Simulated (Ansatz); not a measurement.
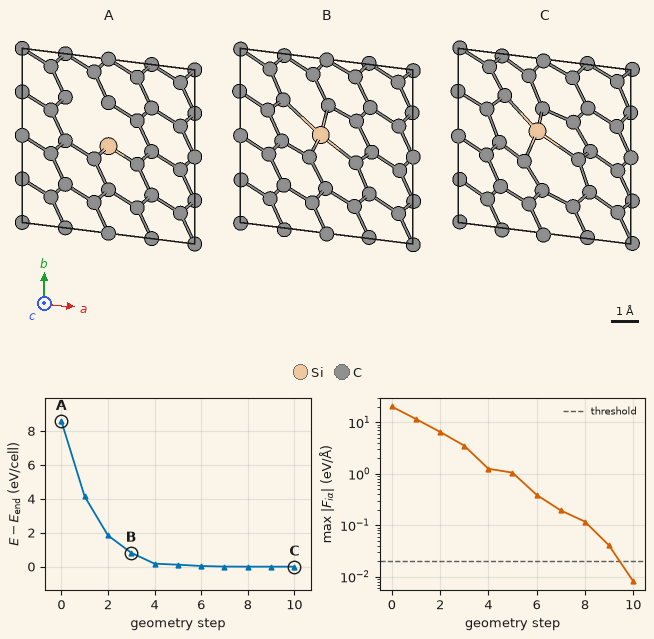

Frames of a relaxation of a defect cell of composition SiC30, marked on the history of the run. The picture is a ball-and-stick view of the cell of the calculation (origin shifted), seen along the c axis.

Case: Si on a C site beside a C vacancy, charge +0, atoms relaxed.

These are results of DFT PBE+D3(BJ), scalar-relativistic, plane waves, PAW (Ansatz), not measurements. Settings: plane-wave cutoff 420 eV; k-point mesh 2 × 2 × 2; occupations gaussian; smearing width 0.02 eV; mesh shifted by (0.5, 0.5, 0.5); no spin polarisation; atoms relaxed in a fixed cell; force threshold 0.02 eV/Å; at most 60 steps.

### What happens along the run?

Over 10 geometry steps the energy falls by 8.588 eV per cell of the calculation. Largest force component: 20 eV/Å at the start, 0.0081 eV/Å at the end. The atom that moves furthest is the Si atom (0.69 Å along [−1 2 −1]). By element the largest moves are Si 0.69 Å, C 0.28 Å. The cell stays as it was. Near-neighbour distances that change, for instance: C–Si 2.465 → 3.047 Å, C–Si 2.465 → 1.904 Å, C–Si 1.423 → 1.904 Å, C–C 1.423 → 1.388 Å. New bonds form: C–Si (2.46 → 1.90 Å). Among the angles between lasting bonds that change: C–Si–C 120.0° → 89.1°, Si–C–C 120.0° → 105.4°, Si–C–C 120.0° → 105.5°. Cost: 30 s on 4 threads of AMD EPYC 9R14 (Zen 4), with other jobs on the host, peak memory 0.83 GiB. From step 0 to 3: the Si atom moves most (0.53 Å), energy −7.767 eV per cell of the calculation. From step 3 to 10: a C atom moves most (0.26 Å), energy −0.820 eV per cell of the calculation.

Limits of the set-up: the periodic images lie only 6.6 Å apart, so the values are limited by the cell's size.
